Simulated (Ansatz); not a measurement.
System: Ru, space group P6_3/mmc (No. 194).

Structure:
```yaml
crystal:
  lattice:
    - [2.68948, 0.00000, 0.00000]
    - [-1.34474, 2.32916, 0.00000]
    - [0.00000, 0.00000, 4.25194]
  atoms:
    - { symbol: Ru, position: [0.33333, 0.66667, 0.25000] }
    - { symbol: Ru, position: [0.66667, 0.33333, 0.75000] }
```

How it was computed, with Ansatz 0.2.0: energy, stress and cell of a relaxed crystal along a series of strains, atoms and what the cell freedom names relaxed within the symmetry; stress is positive in compression; plane waves with PAW datasets, Γ-centred k mesh; energies extrapolated to zero smearing. Level: PBEsol, no spin polarisation.

wave cutoff 420 eV; k mesh 24×24×12; occupations Gaussian; smearing width 0.1 eV; strain kind shear ca; cell freedom cell held, c moved along a by strain times its height.

What does the calculation give for the energy change and stress xx against strain? The strain takes the values 0, 1, 2, 3, 4, 6 %.

The energy change rises from 0.00 meV/atom at strain 0 % to 30.67 meV/atom at 6 %. The stress xx rises from 0.41 GPa at strain 0 % to 0.53 GPa at 6 %. The solid is metallic at every point.

```json
{"strain (%)": "0", "energy change (meV/atom)": "0.00", "stress xx (GPa)": "0.41"}
{"strain (%)": "1", "energy change (meV/atom)": "0.87", "stress xx (GPa)": "0.41"}
{"strain (%)": "2", "energy change (meV/atom)": "3.48", "stress xx (GPa)": "0.41"}
{"strain (%)": "3", "energy change (meV/atom)": "7.80", "stress xx (GPa)": "0.45"}
{"strain (%)": "4", "energy change (meV/atom)": "13.82", "stress xx (GPa)": "0.47"}
{"strain (%)": "6", "energy change (meV/atom)": "30.67", "stress xx (GPa)": "0.53"}
```

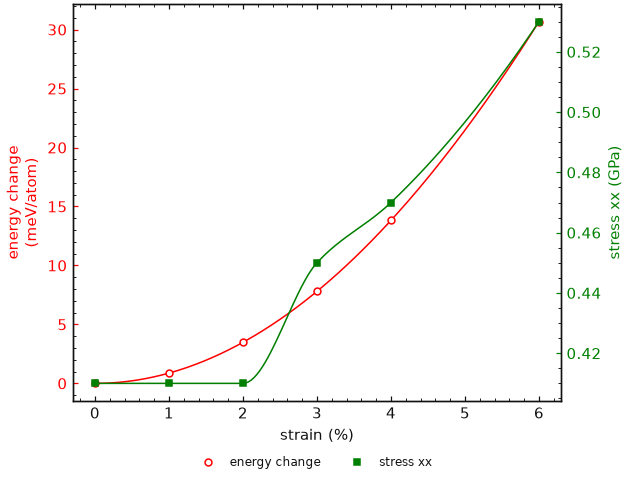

Limits of the calculation: given cell holds a small stress on this mesh.
